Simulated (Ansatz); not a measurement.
**Geometry relaxation, with input and output: Ta4N5 (part 1 of 2)**

System: Ta4N5 (I4/m, 9 atoms in the cell).
Method: DFT r2SCAN, scalar-relativistic, plane waves, PAW, no spin polarisation (Ansatz 0.2.0).

The structure derives from a Materials Project entry. Figures and captions count atoms from 1; the log counts them from 0 in places.

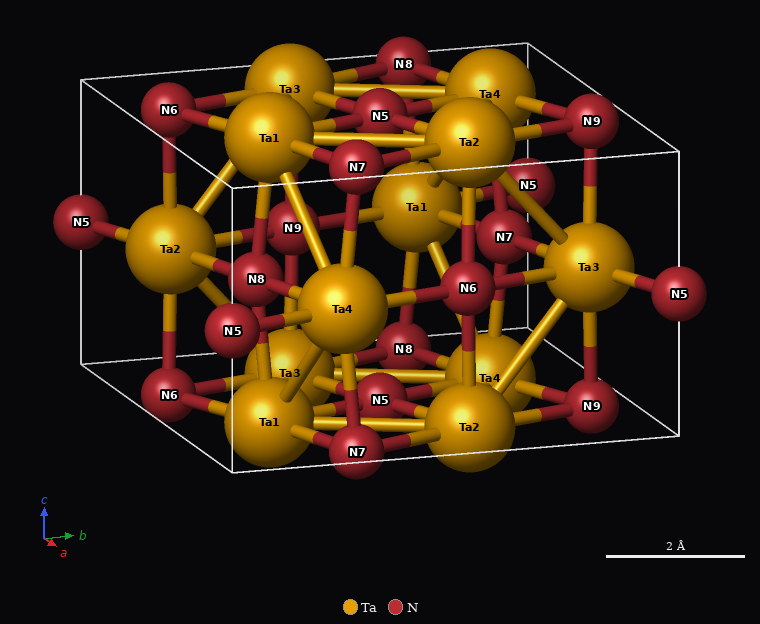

The input geometry (ball-and-stick view of the cell 2 times as large as that of the calculation, set on its symmetry axes, seen slightly off an axis; atoms are numbered from 1 in the order of the input). An atom can appear more than once, as a periodic image.

## Results in brief

| quantity | value |
| --- | --- |
| outcome | converged |
| space group (tolerance 0.01 Å) | I4/m (87) |
| electrons treated | 77 |
| free energy | −41712.7536 eV |
| Fermi energy | 18.251 eV |
| gap on the k-point mesh | none (metallic) |
| pressure | 0.00 GPa |
| final volume | 100.48 Å³ |
| largest force (length of the vector) at the end | 0.001 eV/Å |
| final cell | a = 5.302 Å, b = 5.302 Å, c = 5.302 Å, α = 99.30°, β = 99.30°, γ = 132.58° |
| hardware | 2 threads of Oxide Virtual Turin-like (Zen 5), 32 GiB of memory available, shared host |
| wall time | 5 min (CPU time 9.9 min) |
| peak memory | 1.1 GiB |

## Notes

Spin–orbit coupling is left out, which matters for Ta. The cell holds an odd number of electrons but the run has no spin polarisation, so a band is left half filled.

## Input
```yaml
crystal:
  lattice:
    - [-3.4362702628, 3.4362702628, 2.1374763015]
    - [3.4362702628, -3.4362702628, 2.1374763015]
    - [3.4362702628, 3.4362702628, -2.1374763015]
  atoms:
    - { symbol: Ta, position: [0.78282472, 0.60542174, 0.38824646] }
    - { symbol: Ta, position: [0.39457826, 0.78282472, 0.17740297] }
    - { symbol: Ta, position: [0.60542175, 0.21717528, 0.82259703] }
    - { symbol: Ta, position: [0.21717528, 0.39457825, 0.61175354] }
    - { symbol: "N", position: [0.5, 0.5, 0.0] }
    - { symbol: "N", position: [0.90846657, 0.30903948, 0.21750605] }
    - { symbol: "N", position: [0.69096052, 0.90846657, 0.59942709] }
    - { symbol: "N", position: [0.30903948, 0.09153343, 0.40057291] }
    - { symbol: "N", position: [0.09153343, 0.69096052, 0.78249395] }
basis:
  ecutwfc: 500
kpoints:
  mp_grid: { grid: [10, 10, 10] }
hamiltonian:
  xc: r2scan
scf:
  occupations: { method: gaussian, width: 0.1 }
output:
  forces: true
  stress: true
  eigenvalues: true
  write_density: true
  write_potential: true
  elf: true
  volumetric_format: npy
relax:
  adjacent_minimum: "off"
  f_tol: 0.005
  max_steps: 80
  cell: { stress_tol: 0.05 }
```

Run as:
```bash
ansatz run input.yaml --threads 2 --pin off --max-ram 5120MiB --backend cpu --events-out ev --progress --plain --runs-dir out
```

## What the program printed
```
Engine: ansatz 0.2.0, x86_64-unknown-linux-gnu
Pseudopotentials: kind: paw
Pseudopotential: Ta, paw, valence charge 13, recommended cutoff 500 eV (meta_gga), Ta.paw.azcp
Pseudopotential: N, paw, valence charge 5, recommended cutoff 500 eV (meta_gga), N.paw.azcp
Functional definition: r2SCAN
  parameter k0 = 0.174
  parameter k1 = 0.065
  parameter a1 = 4.9479
  exchange = r2scan_x(k0 = k0, k1 = k1, a1 = a1)
  correlation = r2scan_c
Crystal: 9 atoms, lattice volume = 100.957 Å³
Basis set: ecut = 500 eV, 2567 PW (Γ), exchange–correlation on 160×160×160 points (64 copies of the dense FFT grid, shifted against one another)
Bands: 48, of which v1, the nominal top of the filled ones, is band 39 counted from 1 (38 counted from 0)
Symmetry: 8 space group operations
Space group: I4/m (ITA 87), of the structure as read, at distance tolerance 4.7e-5 Å
k-points: 144 of 1000
Non-local potential: Ta, projectors of the file, l = 0: 3, l = 1: 2, l = 2: 2, l = 3: 1
Non-local potential: N, projectors of the file, l = 0: 2, l = 1: 2, l = 2: 1
PAW form: soft (Blöchl's): semilocal exchange-correlation on the pseudo side does not see the compensation charge
PAW frozen core: Ta, regenerated for the run's functional (the file was generated under x = pbe(κ = 0.804, μ = 0.2195149727645171), c = pbe(β = 0.06672455060314922))
PAW frozen core: N, regenerated for the run's functional (the file was generated under x = pbe(κ = 0.804, μ = 0.2195149727645171), c = pbe(β = 0.06672455060314922))
PAW one-centre angular grid: Ta, 590 points (default); XC on 160 Gauss nodes
PAW one-centre angular grid: N, 302 points (default); XC on 160 Gauss nodes
Initial density: superposition of atomic densities (neutral atoms: chi_scale 0, normalization atom), corrected by the library's trained network
Initial wavefunctions: pseudopotential atomic-orbital guess
Functional: x = r2scan, c = r2scan; τ floored in thin density (d = 2e-4 eV/Å³)
SCF iter   1: F=—  HF=-41712.502098 eV  |F-HF|=—  |Δ(HF+E_count)|=         —  Δρ=1.13e-2  dr2=8.43e-2  dr2_τ=6.30e-1  ethr=1.77e-3  ⟨swp⟩=6.8  Hψ=28593  notcnv=0
preconditioner: auto → LDOS  [metal: Δε(μ)=0.014 eV  Ē_g=10.281 eV  σ=0.100 eV  W_gap=0.08  n_scr=36 (ndim 8)  ℏωp=24.8 eV  f_vac=0.018  D(μ)=1.75/eV (n_scr^D=12)  β→1.0]
SCF iter   2: F=—  HF=-41712.752431 eV  |F-HF|=—  |Δ(HF+E_count)|=   2.50e-1  Δρ=3.95e-3  dr2=1.72e-2  dr2_τ=2.51e-3  ethr=1.09e-4  ⟨swp⟩=2.0  Hψ=13950  notcnv=0  defer=427
SCF iter   3: F=—  HF=-41712.757207 eV  |F-HF|=—  |Δ(HF+E_count)|=   4.78e-3  Δρ=4.91e-3  dr2=3.18e-2  dr2_τ=3.00e-3  ethr=2.23e-5  ⟨swp⟩=3.0  Hψ=11416  notcnv=0  defer=427
SCF iter   4: F=—  HF=-41712.750508 eV  |F-HF|=—  |Δ(HF+E_count)|=   6.70e-3  Δρ=5.26e-4  dr2=2.95e-4  dr2_τ=3.88e-5  ethr=2.23e-5  ⟨swp⟩=2.0  Hψ=9995  notcnv=0  defer=425
SCF iter   5: F=—  HF=-41712.750570 eV  |F-HF|=—  |Δ(HF+E_count)|=   6.18e-5  Δρ=1.41e-4  dr2=1.56e-5  dr2_τ=2.48e-6  ethr=3.83e-7  ⟨swp⟩=2.0  Hψ=10277  notcnv=0  defer=422
SCF iter   6: F=—  HF=-41712.750580 eV  |F-HF|=—  |Δ(HF+E_count)|=   9.75e-6  Δρ=4.34e-5  dr2=1.27e-6  dr2_τ=2.42e-7  ethr=2.03e-8  ⟨swp⟩=2.0  Hψ=9944  notcnv=0  defer=422
SCF iter   7: F=—  HF=-41712.750583 eV  |F-HF|=—  |Δ(HF+E_count)|=   2.99e-6  Δρ=1.39e-5  dr2=1.14e-7  dr2_τ=4.47e-9  ethr=1.64e-9  ⟨swp⟩=2.0  Hψ=11485  notcnv=0  defer=422
SCF iter   8: F=-41712.750583 eV  HF=-41712.750583 eV  |F-HF|=4.93e-9  |Δ(HF+E_count)|=   4.47e-7  Δρ=2.47e-6  dr2=4.98e-9  dr2_τ=3.55e-10  ethr=1.30e-10  ⟨swp⟩=17.0  Hψ=55860  notcnv=0
SCF 1 converged in 8 iterations: F = -41712.750583 eV  dr2 = 4.98e-9
  greatest PAW one-centre occupation: 0.998 electrons in one spin orbital (limit 2), on the Ta atom at site 2 (counted from 0), in its partial waves of l = 0
relax step   1: F+E_penalty+E_count = -41712.75058309 eV  Δ(F+E_penalty+E_count) = +0.000e0 eV  max|allowed force component| = 3.783e-2 eV/Å  Δτ_max = 0.0000 Å  P = -1.445 GPa  Ω = 100.957 Å³  (8 SCF iters, dr2 threshold 1.00e-7 eV, accepted)
Crystal: 9 atoms, lattice volume = 100.283 Å³
Initial density: handed on by an earlier stage of this run
Initial wavefunctions: those handed on with the density
iter 1 solved again at ethr=1.01e-6 eV; its pass at ethr=3.10e-3 eV (dr2=7.77e-4 eV) is discarded
SCF iter   1: F=—  HF=-41712.749089 eV  |F-HF|=—  |Δ(HF+E_count)|=         —  Δρ=8.78e-4  dr2=7.34e-4  dr2_τ=5.66e-3  ethr=1.01e-6  ⟨swp⟩=3.7  Hψ=38346  notcnv=0
preconditioner: auto → LDOS  [metal: Δε(μ)=0.011 eV  Ē_g=10.266 eV  σ=0.100 eV  W_gap=0.06  n_scr=36 (ndim 8)  ℏωp=24.9 eV  f_vac=0.017  D(μ)=1.69/eV (n_scr^D=12)  β→1.0]
SCF iter   2: F=—  HF=-41712.753441 eV  |F-HF|=—  |Δ(HF+E_count)|=   4.35e-3  Δρ=3.55e-4  dr2=1.26e-4  dr2_τ=1.94e-5  ethr=9.53e-7  ⟨swp⟩=2.0  Hψ=11905  notcnv=0
SCF iter   3: F=—  HF=-41712.753433 eV  |F-HF|=—  |Δ(HF+E_count)|=   7.61e-6  Δρ=2.32e-4  dr2=7.30e-5  dr2_τ=6.88e-6  ethr=1.63e-7  ⟨swp⟩=2.0  Hψ=11814  notcnv=0
SCF iter   4: F=—  HF=-41712.753420 eV  |F-HF|=—  |Δ(HF+E_count)|=   1.35e-5  Δρ=4.89e-5  dr2=2.11e-6  dr2_τ=6.32e-7  ethr=9.48e-8  ⟨swp⟩=2.0  Hψ=9820  notcnv=0
SCF iter   5: F=-41712.753420 eV  HF=-41712.753420 eV  |F-HF|=1.10e-7  |Δ(HF+E_count)|=   2.04e-7  Δρ=1.64e-5  dr2=2.25e-7  dr2_τ=8.27e-8  ethr=1.17e-9  ⟨swp⟩=13.3  Hψ=59703  notcnv=0
SCF 2 converged in 5 iterations: F = -41712.753420 eV  dr2 = 2.25e-7
  greatest PAW one-centre occupation: 0.998 electrons in one spin orbital (limit 2), on the Ta atom at site 3 (counted from 0), in its partial waves of l = 0
relax step   2: F+E_penalty+E_count = -41712.75341974 eV  Δ(F+E_penalty+E_count) = -2.837e-3 eV  max|allowed force component| = 2.347e-2 eV/Å  Δτ_max = 0.0035 Å  P = +0.653 GPa  Ω = 100.283 Å³  energy of the carried Pulay correction = +3.091e-4 eV  (5 SCF iters, dr2 threshold 9.00e-7 eV, accepted)
Crystal: 9 atoms, lattice volume = 100.474 Å³
iter 1 solved again at ethr=9.82e-8 eV; its pass at ethr=3.10e-3 eV (dr2=7.56e-5 eV) is discarded
SCF iter   1: F=—  HF=-41712.753415 eV  |F-HF|=—  |Δ(HF+E_count)|=         —  Δρ=2.50e-4  dr2=6.83e-5  dr2_τ=4.81e-4  ethr=9.82e-8  ⟨swp⟩=3.1  Hψ=35154  notcnv=0
preconditioner: auto → LDOS  [metal: Δε(μ)=0.012 eV  Ē_g=10.247 eV  σ=0.100 eV  W_gap=0.07  n_scr=36 (ndim 8)  ℏωp=24.9 eV  f_vac=0.017  D(μ)=1.70/eV (n_scr^D=12)  β→1.0]
SCF iter   2: F=—  HF=-41712.753788 eV  |F-HF|=—  |Δ(HF+E_count)|=   3.73e-4  Δρ=1.18e-4  dr2=2.08e-5  dr2_τ=2.18e-6  ethr=8.87e-8  ⟨swp⟩=2.0  Hψ=11917  notcnv=0
SCF iter   3: F=—  HF=-41712.753783 eV  |F-HF|=—  |Δ(HF+E_count)|=   5.20e-6  Δρ=3.90e-5  dr2=2.53e-6  dr2_τ=1.60e-7  ethr=2.70e-8  ⟨swp⟩=2.0  Hψ=11896  notcnv=0
SCF iter   4: F=-41712.753782 eV  HF=-41712.753782 eV  |F-HF|=8.38e-8  |Δ(HF+E_count)|=   4.85e-7  Δρ=1.28e-5  dr2=1.58e-7  dr2_τ=2.33e-8  ethr=1.17e-9  ⟨swp⟩=12.7  Hψ=58851  notcnv=0
SCF 3 converged in 4 iterations: F = -41712.753782 eV  dr2 = 1.58e-7
relax step   3: F+E_penalty+E_count = -41712.75378206 eV  Δ(F+E_penalty+E_count) = -3.623e-4 eV  max|allowed force component| = 9.813e-3 eV/Å  Δτ_max = 0.0008 Å  P = +0.036 GPa  Ω = 100.474 Å³  energy of the carried Pulay correction = +2.213e-4 eV  (4 SCF iters, dr2 threshold 9.00e-7 eV, accepted)
Crystal: 9 atoms, lattice volume = 100.482 Å³
iter 1 solved again at ethr=2.56e-8 eV; its pass at ethr=3.10e-3 eV (dr2=1.97e-5 eV) is discarded
SCF iter   1: F=—  HF=-41712.753761 eV  |F-HF|=—  |Δ(HF+E_count)|=         —  Δρ=1.35e-4  dr2=2.01e-5  dr2_τ=1.92e-4  ethr=2.56e-8  ⟨swp⟩=2.5  Hψ=31359  notcnv=0
preconditioner: auto → LDOS  [metal: Δε(μ)=0.017 eV  Ē_g=10.248 eV  σ=0.100 eV  W_gap=0.09  n_scr=36 (ndim 8)  ℏωp=24.8 eV  f_vac=0.017  D(μ)=1.69/eV (n_scr^D=12)  β→1.0]
SCF iter   2: F=—  HF=-41712.753795 eV  |F-HF|=—  |Δ(HF+E_count)|=   3.39e-5  Δρ=6.99e-5  dr2=1.26e-5  dr2_τ=5.47e-7  ethr=2.56e-8  ⟨swp⟩=2.0  Hψ=11915  notcnv=0
SCF iter   3: F=—  HF=-41712.753789 eV  |F-HF|=—  |Δ(HF+E_count)|=   6.43e-6  Δρ=2.02e-5  dr2=4.45e-7  dr2_τ=4.74e-8  ethr=1.64e-8  ⟨swp⟩=2.0  Hψ=11602  notcnv=0
SCF iter   4: F=—  HF=-41712.753789 eV  |F-HF|=—  |Δ(HF+E_count)|=   3.49e-7  Δρ=1.20e-5  dr2=1.62e-7  dr2_τ=2.18e-8  ethr=5.78e-10  ⟨swp⟩=2.1  Hψ=10597  notcnv=0
SCF iter   5: F=-41712.753789 eV  HF=-41712.753789 eV  |F-HF|=9.39e-10  |Δ(HF+E_count)|=   2.98e-8  Δρ=2.36e-6  dr2=4.43e-9  dr2_τ=1.50e-9  ethr=1.55e-11  ⟨swp⟩=8.1  Hψ=48955  notcnv=0
SCF 4 converged in 5 iterations: F = -41712.753789 eV  dr2 = 4.43e-9
relax step   4: F+E_penalty+E_count = -41712.75378925 eV  Δ(F+E_penalty+E_count) = -7.193e-6 eV  max|allowed force component| = 8.210e-3 eV/Å  Δτ_max = 0.0013 Å  P = -0.011 GPa  Ω = 100.482 Å³  energy of the carried Pulay correction = +2.176e-4 eV  (5 SCF iters, dr2 threshold 1.19e-8 eV, accepted)
Crystal: 9 atoms, lattice volume = 100.484 Å³
iter 1 solved again at ethr=3.77e-9 eV; its pass at ethr=3.10e-3 eV (dr2=2.90e-6 eV) is discarded
SCF iter   1: F=—  HF=-41712.753788 eV  |F-HF|=—  |Δ(HF+E_count)|=         —  Δρ=7.83e-5  dr2=2.93e-6  dr2_τ=9.53e-5  ethr=3.77e-9  ⟨swp⟩=3.7  Hψ=36701  notcnv=0
preconditioner: auto → LDOS  [metal: Δε(μ)=0.015 eV  Ē_g=10.248 eV  σ=0.100 eV  W_gap=0.08  n_scr=36 (ndim 8)  ℏωp=24.8 eV  f_vac=0.017  D(μ)=1.69/eV (n_scr^D=12)  β→1.0]
SCF iter   2: F=—  HF=-41712.753807 eV  |F-HF|=—  |Δ(HF+E_count)|=   1.95e-5  Δρ=3.35e-5  dr2=1.44e-6  dr2_τ=1.45e-7  ethr=3.77e-9  ⟨swp⟩=2.4  Hψ=14090  notcnv=0
SCF iter   3: F=—  HF=-41712.753807 eV  |F-HF|=—  |Δ(HF+E_count)|=   2.23e-7  Δρ=2.14e-5  dr2=5.23e-7  dr2_τ=5.81e-8  ethr=1.87e-9  ⟨swp⟩=2.1  Hψ=11617  notcnv=0
SCF iter   4: F=—  HF=-41712.753807 eV  |F-HF|=—  |Δ(HF+E_count)|=   7.77e-8  Δρ=5.97e-6  dr2=3.47e-8  dr2_τ=9.00e-9  ethr=6.80e-10  ⟨swp⟩=2.0  Hψ=9831  notcnv=0
SCF iter   5: F=-41712.753807 eV  HF=-41712.753807 eV  |F-HF|=4.37e-11  |Δ(HF+E_count)|=   7.97e-9  Δρ=1.35e-6  dr2=1.13e-9  dr2_τ=1.69e-10  ethr=5.47e-12  ⟨swp⟩=7.1  Hψ=46603  notcnv=0
SCF 5 converged in 5 iterations: F = -41712.753807 eV  dr2 = 1.13e-9
relax step   5: F+E_penalty+E_count = -41712.75380699 eV  Δ(F+E_penalty+E_count) = -1.774e-5 eV  max|allowed force component| = 1.095e-3 eV/Å  Δτ_max = 0.0007 Å  P = -0.000 GPa  Ω = 100.484 Å³  energy of the carried Pulay correction = +2.168e-4 eV  (5 SCF iters, dr2 threshold 4.21e-9 eV, accepted)
Initial wavefunctions: pseudopotential atomic-orbital guess (no wavefunctions were taken with the density)
iter 1 solved again at ethr=4.03e-8 eV; its pass at ethr=3.10e-3 eV (dr2=3.10e-5 eV) is discarded
SCF iter   1: F=—  HF=-41712.753602 eV  |F-HF|=—  |Δ(HF+E_count)|=         —  Δρ=1.21e-5  dr2=1.59e-8  dr2_τ=1.13e-7  ethr=4.03e-8  ⟨swp⟩=5.0  Hψ=52704  notcnv=0
SCF iter   2: F=—  HF=-41712.753602 eV  |F-HF|=—  |Δ(HF+E_count)|=   2.06e-7  Δρ=1.46e-6  dr2=1.64e-9  dr2_τ=2.24e-10  ethr=2.07e-11  ⟨swp⟩=3.0  Hψ=14819  notcnv=0
SCF iter   3: F=—  HF=-41712.753602 eV  |F-HF|=—  |Δ(HF+E_count)|=  5.82e-11  Δρ=9.20e-7  dr2=9.01e-10  dr2_τ=1.51e-10  ethr=2.13e-12  ⟨swp⟩=2.1  Hψ=12091  notcnv=0
SCF iter   4: F=—  HF=-41712.753602 eV  |F-HF|=—  |Δ(HF+E_count)|=  1.89e-10  Δρ=3.35e-7  dr2=1.27e-10  dr2_τ=1.01e-11  ethr=1.17e-12  ⟨swp⟩=2.0  Hψ=9774  notcnv=0
SCF iter   5: F=-41712.753602 eV  HF=-41712.753602 eV  |F-HF|=1.46e-11  |Δ(HF+E_count)|=  3.64e-11  Δρ=8.16e-8  dr2=5.82e-12  dr2_τ=5.50e-13  ethr=1.00e-12  ⟨swp⟩=9.0  Hψ=37877  notcnv=0
SCF 6 converged in 5 iterations: F = -41712.753602 eV  dr2 = 5.82e-12
relax step   6: F+E_penalty+E_count = -41712.75360217 eV  Δ(F+E_penalty+E_count) = +2.048e-4 eV  max|allowed force component| = 1.079e-3 eV/Å  Δτ_max = 0.0000 Å  P = -0.000 GPa  Ω = 100.484 Å³  stress off target by 1.98e-3 GPa  SCF on the basis re-selected at this cell (its energy is not comparable with the rows above)  (5 SCF iters)
```

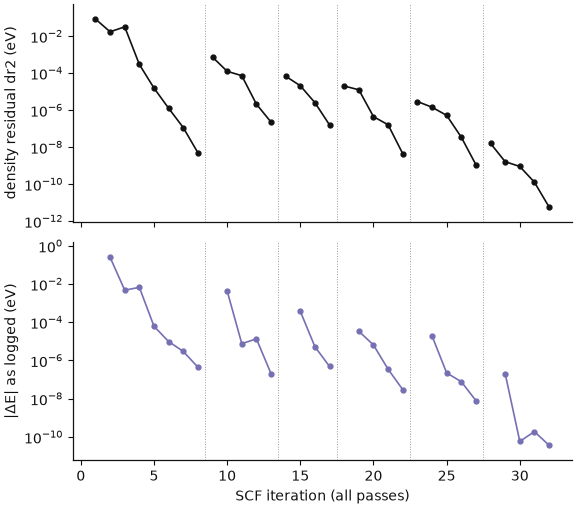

Convergence of the self-consistent field: density residual dr2 and size of the energy change against the SCF iteration. The dotted lines part the SCF passes of the relaxation: geometry steps, rejected trials and re-solves on a re-selected basis. The 6 passes take 4 to 8 iterations each, 32 in all.
